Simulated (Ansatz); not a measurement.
The structure in question:

```
CELL_PARAMETERS angstrom
6.23922 0.00000 0.00000
0.00000 6.23922 0.00000
0.00000 0.00000 6.23922
ATOMIC_POSITIONS crystal
Zn 0.50000 0.50000 0.00000
Zn 0.50000 0.00000 0.50000
Zn 0.00000 0.50000 0.50000
Zn 0.00000 0.00000 0.00000
Se 0.10996 0.89004 0.39004
Se 0.89004 0.39004 0.10996
Se 0.39004 0.10996 0.89004
Se 0.60996 0.60996 0.60996
Se 0.89004 0.10996 0.60996
Se 0.10996 0.60996 0.89004
Se 0.60996 0.89004 0.10996
Se 0.39004 0.39004 0.39004
```

**Before looking at a picture, describe the arrangement of atoms.**

Formula: ZnSe₂. It is primitive cubic, space group Pa-3 (No. 205). Type of structure: pyrite. It has 12 atoms to the cell (4 Zn, 8 Se). Around each Zn lie six Se in an octahedral arrangement at 2.62 Å. The Se atoms are each bonded to three Zn and one Se in a distorted tetrahedral arrangement (2.62 Å to Zn, 2.38 Å to Se). The bonds build a three-dimensional framework.

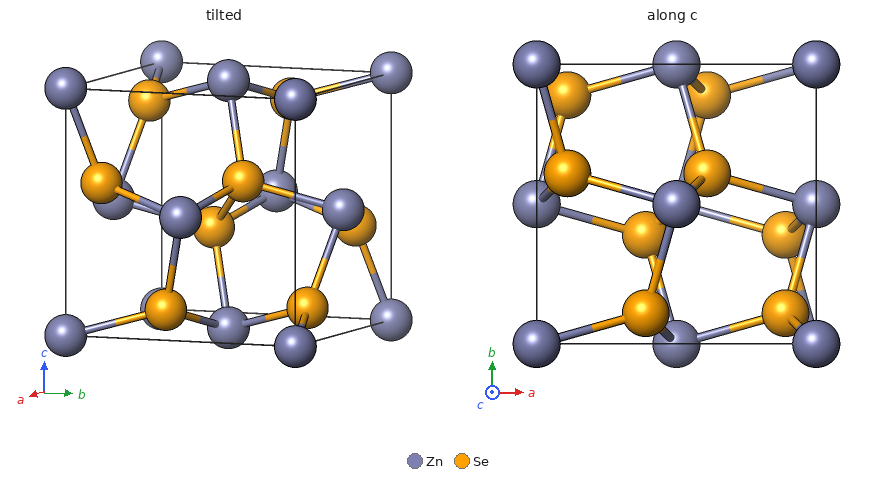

Ball-and-stick representation of a periodic structure, projected slightly off an axis and along the c axis. Thin lines show the conventional unit cell, with boundary atoms drawn in all their periodic places. Colours: zinc blue, selenium orange.

It goes back to a structure listed in the Materials Project. The structure drawn was relaxed with DFT PBEsol, scalar-relativistic, plane waves, PAW in Ansatz 0.2.0.
